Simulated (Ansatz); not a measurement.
# Geometry relaxation, with input and output: CdSiP₂ (part 2 of 2)

Continued. System: CdSiP₂ (8 atoms in the cell). Method: DFT PBE, scalar-relativistic, plane waves, PAW, no spin polarisation (Ansatz 0.2.0); cutoff 420 eV, 8×8×8 k-mesh, Gaussian smearing of 0.02 eV. The structure derives from a Materials Project entry.

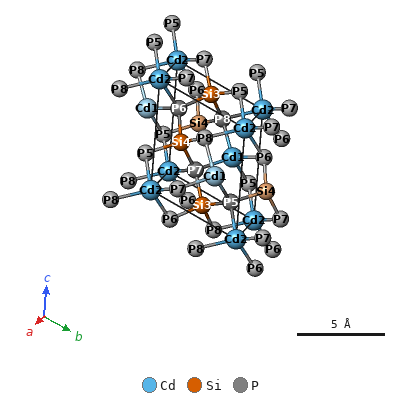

The geometry at step 3 of the log (ball-and-stick view of the reduced cell, seen slightly off an axis; neighbours outside the cell are drawn fainter; atoms are numbered from 1 in the order of the input).

## Output, continued
```
--- Forces (eV/Å), atoms counted from 1 ---
  atom   1  Cd     0.00000000    -0.00000000    -0.00000000
  atom   2  Cd     0.00000000     0.00000000    -0.00000000
  atom   3  Si     0.00000000    -0.00000000    -0.00000000
  atom   4  Si     0.00000000     0.00000000    -0.00000000
  atom   5  P      0.00099605    -0.00000000    -0.00000000
  atom   6  P     -0.00000000    -0.00099605     0.00000000
  atom   7  P     -0.00099605     0.00000000    -0.00000000
  atom   8  P     -0.00000000     0.00099605    -0.00000000
  max |Σ_I F_I| component: 6.51e-17 eV/Å
--- Stress (GPa, compression-positive) ---
       -0.006309      -0.000000       0.000000
       -0.000000      -0.006309       0.000000
        0.000000      -0.000000       0.008301
  P = ⅓ Tr σ = -0.0014 GPa (-0.014 kbar)
--- Band table (eV; the first three rows and the last of 59) ---
  k-point 0: bands = ["-94.6446", "-94.6446", "-55.7287", "-55.7281", "-55.6909", "-55.6909", "-55.6905", "-55.6905", "-5.2456", "-2.8101", "-2.7952", "-2.7952", "-1.3453", "-0.7846", "-0.7272", "-0.7272", "-0.6632", "-0.5598", "-0.5193", "-0.5117", "-0.2726", "-0.2700", "-0.2700", "1.6480", "3.0580", "3.0580", "3.4539", "3.6219", "4.3679", "5.4178", "5.4178", "7.0331", "7.0331", "7.2884", "8.7070", "9.0640", "9.2975", "10.5808", "10.5808", "10.9603", "11.6706", "12.2775"]
  k-point 1: bands = ["-94.6446", "-94.6446", "-55.7286", "-55.7281", "-55.6908", "-55.6908", "-55.6906", "-55.6905", "-5.1626", "-2.9859", "-2.8400", "-2.8186", "-1.2163", "-0.8041", "-0.7418", "-0.7284", "-0.6522", "-0.5867", "-0.5645", "-0.5205", "-0.3170", "-0.2517", "-0.1395", "1.5925", "3.0196", "3.2564", "3.6482", "3.6557", "4.2884", "5.3869", "5.5615", "6.2501", "6.9812", "6.9866", "8.9862", "9.6317", "9.9309", "10.5962", "10.6490", "11.2791", "11.4037", "11.9965"]
  k-point 2: bands = ["-94.6446", "-94.6446", "-55.7286", "-55.7281", "-55.6908", "-55.6908", "-55.6906", "-55.6906", "-4.9301", "-3.3872", "-2.9328", "-2.8479", "-0.9541", "-0.8576", "-0.7505", "-0.7285", "-0.6429", "-0.6214", "-0.5717", "-0.5437", "-0.3868", "-0.2709", "0.0798", "1.3577", "3.0787", "3.0976", "3.7960", "4.1319", "4.7781", "4.9255", "5.7054", "6.0578", "6.4078", "6.8708", "9.3671", "9.8999", "10.3026", "10.9121", "11.2336", "11.3214", "12.0090", "12.0226"]
  k-point 58: bands = ["-94.6446", "-94.6446", "-55.7284", "-55.7284", "-55.6909", "-55.6909", "-55.6905", "-55.6905", "-4.3793", "-4.3793", "-2.8042", "-2.8042", "-0.9043", "-0.9043", "-0.6407", "-0.6407", "-0.6300", "-0.6300", "-0.5298", "-0.5298", "-0.4824", "-0.4824", "0.8684", "0.8684", "3.7067", "3.7067", "3.7322", "3.7322", "5.4491", "5.4491", "5.4696", "5.4696", "6.5795", "6.5795", "9.2638", "9.2638", "9.3157", "9.3157", "10.3447", "10.3447", "11.0378", "11.0378"]
--- Relaxed structure (4 steps of the walk, 4 accepted, 1 SCFs on fresh bases) ---
  F+E_penalty+E_count = -20805.04800126 eV   max|allowed force component| = 9.960e-4 eV/Å   (the final SCF, on the basis selected at the relaxed cell)
  cell:  # Å, volume = 173.3461 Å³
    - [-2.8622470559907627, 2.8622470559907627, 5.289807650394385]
    - [2.8622470559907627, -2.8622470559907627, 5.289807650394385]
    - [2.8622470559907627, 2.8622470559907627, -5.289807650394385]
  atoms:
    - { symbol: Cd, position: [0.7499999999999999, 0.25000000000000006, 0.49999999999999994] }
    - { symbol: Cd, position: [-1.765785782282126e-35, 2.1092500020600613e-34, 1.7778666735575462e-34] }
    - { symbol: Si, position: [0.5, 0.5, 6.376895510688303e-34] }
    - { symbol: Si, position: [0.25000000000000006, 0.7499999999999999, 0.49999999999999994] }
    - { symbol: P, position: [0.875, 0.8293961759706907, 0.45439617597069065] }
    - { symbol: P, position: [0.1706038240293093, 0.625, 0.04560382402930935] }
    - { symbol: P, position: [0.3750000000000001, 0.4206038240293094, 0.5456038240293093] }
    - { symbol: P, position: [0.5793961759706907, 0.12500000000000006, 0.9543961759706907] }
```

## Trajectory as extended XYZ (Å, eV, eV/Å), 5 frames, from step=1 to step=5
```
8
Lattice="-2.8436 2.8436 5.2486 2.8436 -2.8436 5.2486 2.8436 2.8436 -5.2486" Properties=species:S:1:pos:R:3:forces:R:3 step=1 energy=-20805.02780 pressure_GPa=1.70
Cd    0.0000    2.8436    2.6243    0.0000   0.0000   0.0000
Cd    0.0000    0.0000    0.0000    0.0000   0.0000   0.0000
Si    0.0000    0.0000    5.2486    0.0000   0.0000   0.0000
Si    2.8436    0.0000    2.6243    0.0000   0.0000   0.0000
P     1.1552    1.4218    6.5607    0.1151   0.0000   0.0000
P     1.4218   -1.1552    3.9364    0.0000  -0.1151   0.0000
P     1.6884    1.4218    1.3121   -0.1151   0.0000   0.0000
P     1.4218    3.9989   -1.3121    0.0000   0.1151   0.0000
8
Lattice="-2.8592 2.8592 5.2821 2.8592 -2.8592 5.2821 2.8592 2.8592 -5.2821" Properties=species:S:1:pos:R:3:forces:R:3 step=2 energy=-20805.04538 pressure_GPa=0.31
Cd    0.0000    2.8592    2.6410    0.0000   0.0000   0.0000
Cd    0.0000    0.0000    0.0000    0.0000   0.0000   0.0000
Si    0.0000    0.0000    5.2821    0.0000   0.0000   0.0000
Si    2.8592    0.0000    2.6410    0.0000   0.0000   0.0000
P     1.1611    1.4296    6.6026    0.0900   0.0000   0.0000
P     1.4296   -1.1611    3.9616    0.0000  -0.0900   0.0000
P     1.6981    1.4296    1.3205   -0.0900   0.0000   0.0000
P     1.4296    4.0204   -1.3205    0.0000   0.0900   0.0000
8
Lattice="-2.8632 2.8632 5.2850 2.8632 -2.8632 5.2850 2.8632 2.8632 -5.2850" Properties=species:S:1:pos:R:3:forces:R:3 step=3 energy=-20805.04720 pressure_GPa=0.01
Cd    0.0000    2.8632    2.6425    0.0000   0.0000   0.0000
Cd    0.0000    0.0000    0.0000    0.0000   0.0000   0.0000
Si    0.0000    0.0000    5.2850    0.0000   0.0000   0.0000
Si    2.8632    0.0000    2.6425    0.0000   0.0000   0.0000
P     1.1699    1.4316    6.6063    0.0065   0.0000   0.0000
P     1.4316   -1.1699    3.9638    0.0000  -0.0065   0.0000
P     1.6934    1.4316    1.3213   -0.0065   0.0000   0.0000
P     1.4316    4.0331   -1.3213    0.0000   0.0065   0.0000
8
Lattice="-2.8622 2.8622 5.2898 2.8622 -2.8622 5.2898 2.8622 2.8622 -5.2898" Properties=species:S:1:pos:R:3:forces:R:3 step=4 energy=-20805.04724 pressure_GPa=-0.00
Cd    0.0000    2.8622    2.6449    0.0000   0.0000   0.0000
Cd    0.0000    0.0000    0.0000    0.0000   0.0000   0.0000
Si    0.0000    0.0000    5.2898    0.0000   0.0000   0.0000
Si    2.8622    0.0000    2.6449    0.0000   0.0000   0.0000
P     1.1701    1.4311    6.6123    0.0010   0.0000   0.0000
P     1.4311   -1.1701    3.9674    0.0000  -0.0010   0.0000
P     1.6922    1.4311    1.3225   -0.0010   0.0000   0.0000
P     1.4311    4.0323   -1.3225    0.0000   0.0010   0.0000
8
Lattice="-2.8622 2.8622 5.2898 2.8622 -2.8622 5.2898 2.8622 2.8622 -5.2898" Properties=species:S:1:pos:R:3:forces:R:3 step=5 energy=-20805.04800 pressure_GPa=-0.00
Cd    0.0000    2.8622    2.6449    0.0000   0.0000   0.0000
Cd    0.0000    0.0000    0.0000    0.0000   0.0000   0.0000
Si    0.0000    0.0000    5.2898    0.0000   0.0000   0.0000
Si    2.8622    0.0000    2.6449    0.0000   0.0000   0.0000
P     1.1701    1.4311    6.6123    0.0010   0.0000   0.0000
P     1.4311   -1.1701    3.9674    0.0000  -0.0010   0.0000
P     1.6922    1.4311    1.3225   -0.0010   0.0000   0.0000
P     1.4311    4.0323   -1.3225    0.0000   0.0010   0.0000
```

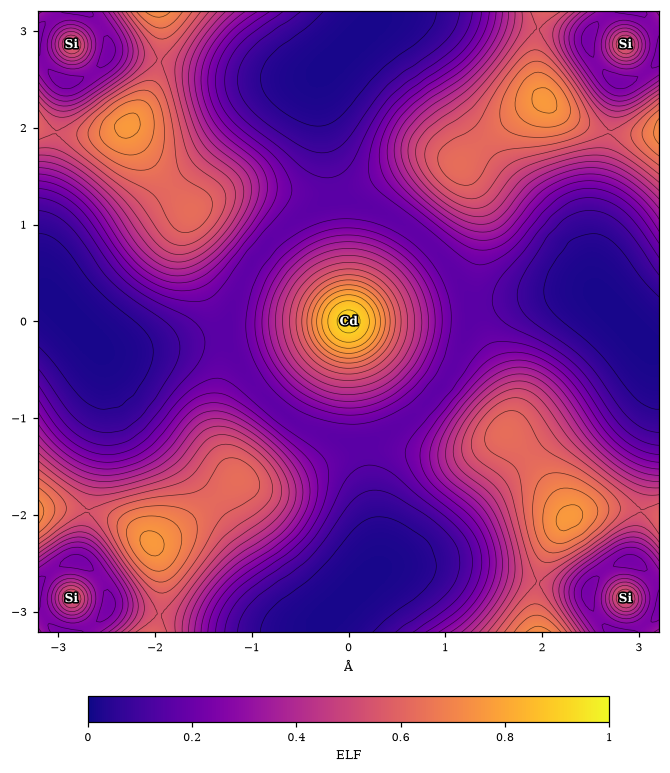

ELF on the (001) plane of the conventional cell. The section cuts through Cd and Si sites. The strong features right at Cd lie inside the PAW spheres (semicore, d or f shells) and say nothing about bonding. In a PAW calculation such maps are meaningful between the atoms, not at the nuclei.

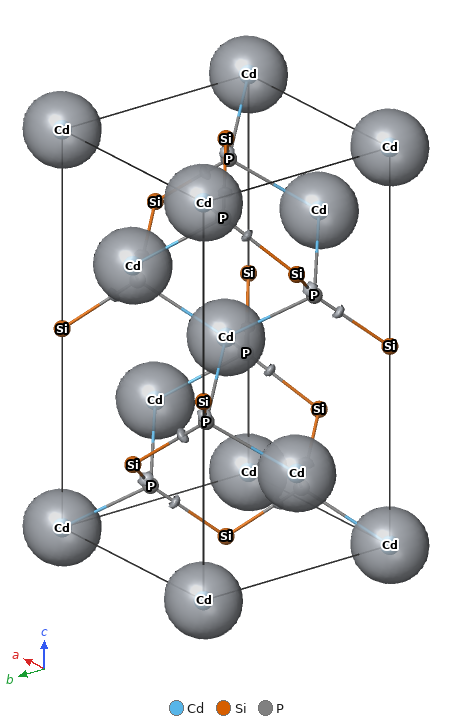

Isosurface of the valence pseudo-density at 0.8 e/Å³ (grey), seen at an oblique angle. Sticks mark near contacts. The outline is the cell set on symmetry axes. At this value the density breaks into separate islands; it holds about 50 % of the electrons treated as valence (semicore included). It is pinched off along the Si–P (2.27 Å) and Cd–P (2.58 Å) contacts. On the grid the lowest density along these lines, outside the cores, is 0.56 e/Å³ (Si–P, 2.27 Å) and 0.4 e/Å³ (Cd–P, 2.58 Å).

This output came from the following input.

## Input
```yaml
crystal:
  lattice:
    - [-2.8436137418, 2.8436137418, 5.2485579018]
    - [2.8436137418, -2.8436137418, 5.2485579018]
    - [2.8436137418, 2.8436137418, -5.2485579018]
  atoms:
    - { symbol: Cd, position: [0.75, 0.25, 0.5] }
    - { symbol: Cd, position: [0.0, 0.0, 0.0] }
    - { symbol: Si, position: [0.5, 0.5, 0.0] }
    - { symbol: Si, position: [0.25, 0.75, 0.5] }
    - { symbol: P, position: [0.875, 0.8281283, 0.4531283] }
    - { symbol: P, position: [0.1718717, 0.625, 0.0468717] }
    - { symbol: P, position: [0.375, 0.4218717, 0.5468717] }
    - { symbol: P, position: [0.5781283, 0.125, 0.9531283] }
basis:
  ecutwfc: 420
kpoints:
  mp_grid: { grid: [8, 8, 8] }
hamiltonian:
  xc: pbe
scf:
  occupations: { method: gaussian, width: 0.02 }
output:
  forces: true
  stress: true
  eigenvalues: true
  write_density: true
  write_potential: true
  elf: true
  volumetric_format: npy
relax:
  adjacent_minimum: "off"
  f_tol: 0.005
  max_steps: 80
  cell: { stress_tol: 0.05 }
```

Run as:
```bash
ansatz run input.yaml --threads 4 --pin off --max-ram 8192MiB --backend cpu --events-out ev --progress --plain --runs-dir out
```

## Summary

| quantity | value |
| --- | --- |
| outcome | converged |
| space group (tolerance 0.01 Å) | I-42d (122) |
| electrons treated | 68 |
| free energy | −20805.0480 eV |
| Fermi energy | 7.998 eV |
| gap on the k-point mesh | 1.42 eV |
| pressure | 0.00 GPa |
| final volume | 173.35 Å³ |
| largest force (length of the vector) at the end | 0.001 eV/Å |
| final cell | a = 6.661 Å, b = 6.661 Å, c = 6.661 Å, α = 129.10°, β = 129.10°, γ = 74.85° |
| hardware | 4 threads of Arm Neoverse V1, 24 GiB of memory available, shared host |
| wall time | 64 s (CPU time 4.3 min) |
| peak memory | 0.71 GiB |
